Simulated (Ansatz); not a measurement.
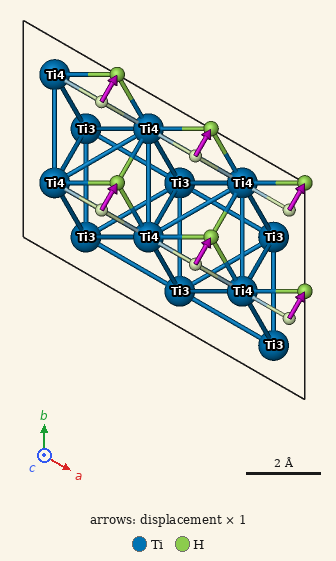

This is a constrained relaxation of a slab of composition Ti4H (cut from the P6_3/mmc phase). The starting structure is drawn faded, the final one solid; purple arrows show the displacements, at their true length.

The picture is a ball-and-stick view of the 3 × 2 repeat of the cell, outlined in the plane, without the vacuum, seen along the c axis.

Case: H put at a bridge Ti-Ti site. The slab is the (0 0 1) face of Ti with H on it. 2 atoms are held fixed.

Computed with DFT r2SCAN, scalar-relativistic, plane waves, PAW (Ansatz).

The input:
```yaml
crystal:
  lattice:
    - [2.9357969433, 0.0, 0.0]
    - [-1.4678984717, 2.5424747333, 0.0]
    - [0.0, 0.0, 25.9542893605]
  atoms:
    - { symbol: Ti, position: [0.6666666667, 0.3333333333, 0.3274988531] }
    - { symbol: Ti, position: [0.3333333333, 0.6666666667, 0.4168134331] }
    - { symbol: Ti, position: [0.6666666667, 0.3333333333, 0.5098111432] }
    - { symbol: Ti, position: [0.3333333333, 0.6666666667, 0.592827389] }
    - { symbol: H, position: [-0.1666666667, -0.3333333333, 0.6406036923] }
basis:
  ecutwfc: 500
kpoints:
  mp_grid: { grid: [12, 12, 1] }
hamiltonian:
  xc: r2scan
scf:
  occupations: { method: gaussian, width: 0.1 }
output:
  forces: true
  eigenvalues: true
  write_density: true
  write_potential: true
  elf: true
  volumetric_format: npy
relax:
  adjacent_minimum: "off"
  f_tol: 0.03
  max_steps: 70
  constraints: [{ sites: [0, 1] }]
efield:
  axis: 3
  dipole_correction: true
  ramp_width: 0.04
```

Launched with:
```bash
ansatz run input.yaml --threads 1 --pin off --max-ram 2560MiB --backend cpu --events-out ev --progress --plain --runs-dir out
```

### Atoms of which element are displaced furthest, and by how much?

Hydrogen: up to 0.86 Å, against 0.07 Å for titanium.

### What did the optimiser do to the structure, and how much energy did it gain?

After 7 accepted moves (8 points after the start) the energy has fallen by 0.406 eV per cell of the calculation. Largest force component: 0.76 eV/Å at the start, 0.0019 eV/Å at the end. 1 step only repeated the SCF at the same geometry. The largest move is that of H5, 0.86 Å at 80° to the normal (−c side). By element the largest moves are H 0.86 Å, Ti 0.07 Å. The cell stays as it was. Some distances before and after: Ti4–H5 2.829 → 1.975 Å, Ti4–H5 (another image) 1.922 → 1.975 Å, Ti3–Ti4 2.741 → 2.788 Å, Ti2–Ti3 2.949 → 2.960 Å. Bond angles that change, for instance: Ti4–H5–Ti4 99.6° → 96.0°.

Limits of the set-up: the periodic images lie only 2.9 Å apart, so the values are limited by the cell's size.
